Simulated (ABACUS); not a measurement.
Si: single-point calculation at one volume of an equation of state (part 2 of 2)

Continued. System: Si (P6₃/mmc, 4 atoms in the cell). Method: Kohn-Sham DFT of a periodic cell, PBEsol, PseudoDojo NC SR 0.4.1 PBEsol standard, no spin polarisation (ABACUS 3.10.1); cutoff 489.81 eV, 8×8×4 k-mesh, fermi-dirac of 0.05 eV. The structure derives from a Materials Project entry. It belongs to a series of runs on one base structure; here: volume scaled by 0.98.

Geometry of the input (Å; fractional positions):
```
3.8056  0.0000  0.0000
-1.9028  3.2957  0.0000
0.0000  0.0000  6.2901
Si 0.6667  0.3333  0.9370
Si 0.3333  0.6667  0.4370
Si 0.6667  0.3333  0.5630
Si 0.3333  0.6667  0.0630
```

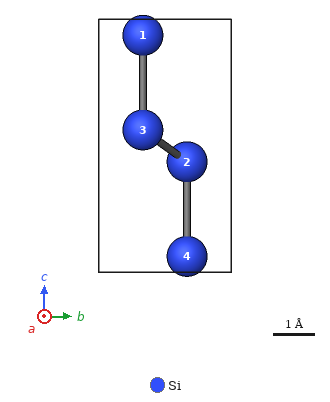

**Figure 1.** The structure (ball-and-stick view of the cell of the calculation, along the a axis; atoms are numbered from 1 in the order of the input). An atom can appear more than once, as a periodic image.

## The program's output, continued
```
 Density error is 0.111540222491
                          Error Threshold = 0.000692656851006
----------------------------------------------------------
     Energy           Rydberg                 eV
----------------------------------------------------------
 E_KohnSham     -33.8459035585       -460.4971423541
 E_Harris       -33.4137319283       -454.6171456690
 E_Fermi        0.4661787147         6.3426868064
----------------------------------------------------------

 PW ALGORITHM --------------- ION=   1  ELEC=   2--------------------------------

 Density error is 0.00820270361612
                          Error Threshold = 0.000697126390569
----------------------------------------------------------
     Energy           Rydberg                 eV
----------------------------------------------------------
 E_KohnSham     -33.8477854497       -460.5227467968
 E_Harris       -33.7228661782       -458.8231329149
 E_Fermi        0.4866045914         6.6205951165
----------------------------------------------------------

 PW ALGORITHM --------------- ION=   1  ELEC=   3--------------------------------

 Density error is 9.23250987055e-05
                          Error Threshold = 5.12668976007e-05
----------------------------------------------------------
     Energy           Rydberg                 eV
----------------------------------------------------------
 E_KohnSham     -33.8486641876       -460.5347026403
 E_Harris       -33.8524558163       -460.5862903951
 E_Fermi        0.4941020470         6.7226032331
----------------------------------------------------------

 PW ALGORITHM --------------- ION=   1  ELEC=   4--------------------------------

 Density error is 1.14813617219e-05
                          Error Threshold = 5.7703186691e-07
----------------------------------------------------------
     Energy           Rydberg                 eV
----------------------------------------------------------
 E_KohnSham     -33.8487035965       -460.5352388260
 E_Harris       -33.8431943194       -460.4602812651
 E_Fermi        0.4936137795         6.7159600121
----------------------------------------------------------

 PW ALGORITHM --------------- ION=   1  ELEC=   5--------------------------------

 Density error is 6.75047877526e-07
                          Error Threshold = 7.17585107618e-08
----------------------------------------------------------
     Energy           Rydberg                 eV
----------------------------------------------------------
 E_KohnSham     -33.8487056623       -460.5352669322
 E_Harris       -33.8493029513       -460.5433934664
 E_Fermi        0.4940643076         6.7220897624
----------------------------------------------------------

 PW ALGORITHM --------------- ION=   1  ELEC=   6--------------------------------

 Density error is 3.38745011179e-08
                          Error Threshold = 4.21904923454e-09
----------------------------------------------------------
     Energy           Rydberg                 eV
----------------------------------------------------------
 E_KohnSham     -33.8487057416       -460.5352680116
 E_Harris       -33.8488823095       -460.5376703405
 E_Fermi        0.4940598947         6.7220297206
----------------------------------------------------------

 PW ALGORITHM --------------- ION=   1  ELEC=   7--------------------------------

 Density error is 1.20969712625e-09
                          Error Threshold = 2.11715631987e-10
----------------------------------------------------------
     Energy           Rydberg                 eV
----------------------------------------------------------
 E_KohnSham     -33.8487057470       -460.5352680848
 E_KS(sigma->0) -33.8486859752       -460.5349990748
 E_Harris       -33.8487509193       -460.5358826855
 E_band         1.4158054393         19.2630212333
 E_one_elec     10.0336186570        136.5143852946
 E_Hartree      2.1661075462         29.4714051088
 E_xc           -12.3319470244       -167.7847469665
 E_Ewald        -33.7164453821       -458.7357735017
 E_entropy(-TS) -0.0000395437        -0.0005380200
 E_descf        0.0000000000         0.0000000000
 E_exx          0.0000000000         0.0000000000
 E_Fermi        0.4940504359         6.7219010279
----------------------------------------------------------

 charge density convergence is achieved
 final etot is -460.53526808 eV
 EFERMI = 6.7219010279 eV

 STATE ENERGY(eV) AND OCCUPATIONS    NSPIN == 1
 1/8 kpoint (Cartesian) = 0.0000 0.0000 0.0000 (1943 pws)
       1       -5.77179     0.00781250
       2       -3.42248     0.00781250
       3      -0.769956     0.00781250
       4        5.04390     0.00781250
       5        5.04390     0.00781250
       6        6.23676     0.00781202
       7        6.60552     0.00711825
       8        6.60552     0.00711825
       9        7.60188    1.77591e-10
      10        8.53663    1.34977e-18
      11        8.53663    1.34977e-18
      12        8.91529    6.93782e-22

 2/8 kpoint (Cartesian) = -0.032846 0.018964 0.0000 (1930 pws)
       1       -5.58664      0.0468750
       2       -3.23393      0.0468750
       3      -0.668253      0.0468750
       4        3.73153      0.0468750
       5        4.68426      0.0468750
       6        5.39336      0.0468750
       7        5.95554      0.0468750
       8        6.28183      0.0468679
       9        7.99458    4.13597e-13
      10        9.06964    1.90004e-22
      11        9.09352    1.17850e-22
      12        9.24566    5.62141e-24

 3/8 kpoint (Cartesian) = -0.065693 0.037928 0.0000 (1936 pws)
       1       -5.04298      0.0468750
       2       -2.67799      0.0468750
       3      -0.541273      0.0468750
       4        2.03883      0.0468750
       5        3.41656      0.0468750
       6        4.06919      0.0468750
       7        5.14974      0.0468750
       8        5.70775      0.0468750
       9        7.52805    4.66504e-09
      10        9.57190    8.24413e-27
      11        9.63196    2.48011e-27
      12        9.72963    3.51668e-28

 4/8 kpoint (Cartesian) = -0.098539 0.056891 0.0000 (1944 pws)
       1       -4.20298      0.0468750
       2       -1.80839      0.0468750
       3       -1.16484      0.0468750
       4        1.53275      0.0468750
       5        1.59460      0.0468750
       6        3.62071      0.0468750
       7        4.10793      0.0468750
       8        5.28048      0.0468750
       9        7.06118    5.29052e-05
      10        9.07905    1.57393e-22
      11        9.60866    3.95250e-27
      12        9.71685    4.54058e-28

 5/8 kpoint (Cartesian) = 0.13139 0.22757 0.0000 (1942 pws)
       1       -3.53082      0.0234375
       2       -1.95864      0.0234375
       3       -1.08970      0.0234375
       4       0.547916      0.0234375
       5        1.79380      0.0234375
       6        3.46266      0.0234375
       7        3.48600      0.0234375
       8        5.12885      0.0234375
       9        6.86472     0.00127397
      10        8.89638    3.03804e-21
      11        9.48105    2.53630e-26
      12        9.63667    1.12861e-27

 6/8 kpoint (Cartesian) = -0.032846 0.056891 0.0000 (1925 pws)
       1       -5.22159      0.0468750
       2       -2.86109      0.0468750
       3      -0.539481      0.0468750
       4        2.56699      0.0468750
       5        3.83136      0.0468750
       6        4.06628      0.0468750
       7        5.51693      0.0468750
       8        5.57072      0.0468750
       9        8.63990    1.02666e-18
      10        8.79351    4.75552e-20
      11        9.44105    1.12907e-25
      12        10.1519    7.54954e-32

[... levels at 2 further k points ...]

------------------------------------------------------------------------------------------
 TOTAL-FORCE (eV/Angstrom)
------------------------------------------------------------------------------------------
                       Si1         0.0000000000         0.0000000000         0.0005065551
                       Si2         0.0000000000         0.0000000000         0.0005065551
                       Si3         0.0000000000         0.0000000000        -0.0005065551
                       Si4         0.0000000000         0.0000000000        -0.0005065551
------------------------------------------------------------------------------------------

----------------------------------------------------------------
 TOTAL-STRESS (KBAR)
----------------------------------------------------------------
        13.4725376665         0.0000000002        -0.0000000000
         0.0000000002        13.4725376657        -0.0000000000
         0.0000000000        -0.0000000000        13.5527045759
----------------------------------------------------------------
 TOTAL-PRESSURE: 13.499260 KBAR

 --------------------------------------------
 !FINAL_ETOT_IS -460.5352680847565239 eV
 --------------------------------------------
```

## Standard output
```
ABACUS v3.10.1

               Atomic-orbital Based Ab-initio Computation at UStc

 UNIFORM GRID DIM        : 27 * 27 * 45
 UNIFORM GRID DIM(BIG)   : 27 * 27 * 45
 ---------------------------------------------------------
 Self-consistent calculations for electrons
 ---------------------------------------------------------
 SPIN    KPOINTS         PROCESSORS  THREADS
 1       30              4           4
 ---------------------------------------------------------
 Use plane wave basis
 ---------------------------------------------------------
 ELEMENT NATOM       XC
 Si      4
 ---------------------------------------------------------
 Initial plane wave basis and FFT box
 ---------------------------------------------------------
 -------------------------------------------
 SELF-CONSISTENT :
 -------------------------------------------
 START CHARGE      : atomic
 ITER       ETOT/eV          EDIFF/eV         DRHO     TIME/s
 DA1     -4.60497142e+02   0.00000000e+00   1.1154e-01   1.30
 DA2     -4.60522747e+02  -2.56044427e-02   8.2027e-03   0.40
 DA3     -4.60534703e+02  -1.19558435e-02   9.2325e-05   0.57
 DA4     -4.60535239e+02  -5.36185647e-04   1.1481e-05   0.70
 DA5     -4.60535267e+02  -2.81062748e-05   6.7505e-07   0.62
 DA6     -4.60535268e+02  -1.07935008e-06   3.3875e-08   0.56
 DA7     -4.60535268e+02  -7.31589523e-08   1.2097e-09   0.64
----------------------------------------------------------------
 TOTAL-STRESS (KBAR)
----------------------------------------------------------------
        13.4725376665         0.0000000002        -0.0000000000
         0.0000000002        13.4725376657        -0.0000000000
         0.0000000000        -0.0000000000        13.5527045759
----------------------------------------------------------------
 TOTAL-PRESSURE: 13.499260 KBAR
```
